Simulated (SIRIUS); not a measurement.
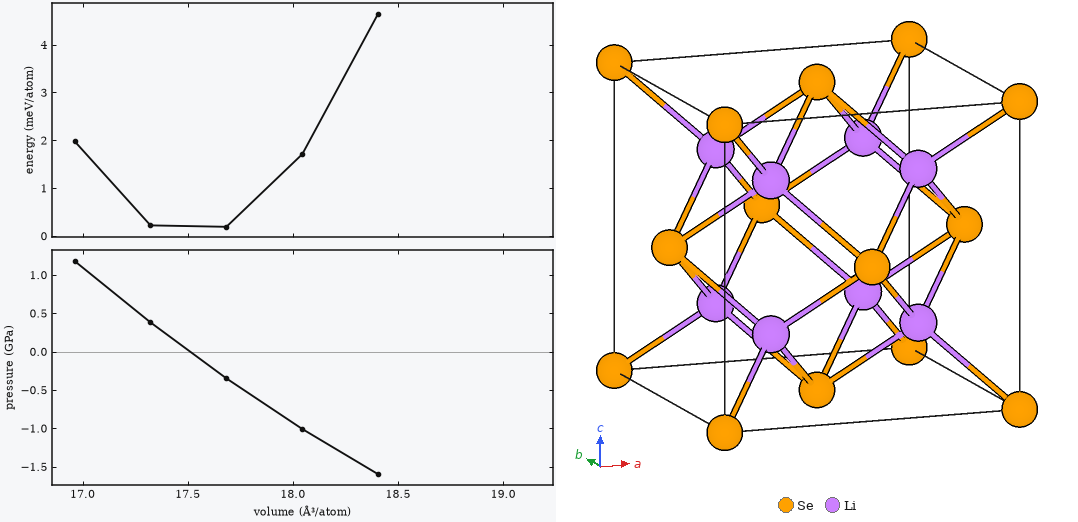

The figure shows the energy and pressure against volume for Li₂Se, space group Fm-3m (No. 225). The conventional cell is drawn beside the plot.

Cell as given: a = 4.246 Å, b = 4.246 Å, c = 4.246 Å, α = 60.00°, β = 60.00°, γ = 60.00°; 3 atoms.

Method: plane-wave DFT, no spin polarisation; energies at scaled volumes of the given cell, shape and fractions fixed, counted from the fit's minimum, third-order Birch-Murnaghan fit (SIRIUS 7.10.0). Level: PBEsol.

- k mesh: 8×8×8
- occupations: Fermi–Dirac
- smearing width: 0.05 eV
- potentials: dojo sr pbesol 0.4.1 standard
- wave cutoff: 1177 eV
- density cutoff: 4707 eV

The points at volume 18.77 Å³/atom and 19.13 Å³/atom are left out of the plot. What values does the calculation give there?

```csv
volume (Å³/atom),energy (meV/atom),pressure (GPa)
18.77,8.85,-2.14
19.13,14.21,-2.63
```
